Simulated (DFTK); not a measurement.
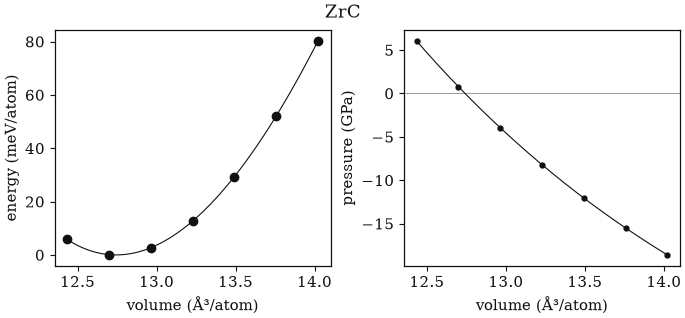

Plotted: energy and pressure against volume for ZrC, space group Fm-3m (No. 225).

Cell as given: a = 3.345 Å, b = 3.345 Å, c = 3.345 Å, α = 60.00°, β = 60.00°, γ = 60.00°; 2 atoms.

How it was computed, with DFTK 0.8.2: plane-wave DFT, no spin polarisation; energies at scaled volumes of the given cell, shape and fractions fixed, counted from the fit's minimum, third-order Birch-Murnaghan fit. Level: PBEsol.

k mesh 6×6×6; occupations Fermi–Dirac; smearing width 0.05 eV; potentials dojo sr pbesol 0.4 stringent; wave cutoff 1116 eV.

### How stiff is the solid, and where is its volume at rest?

A third-order Birch–Murnaghan fit gives V0 = 12.74 Å³/atom, B0 = 236 GPa and B′ = 4.0.

### What does the pressure do across the range?

It falls from 6.04 GPa at volume 12.43 Å³/atom to −18.61 GPa at 14.02 Å³/atom, and changes sign near 12.74 Å³/atom.
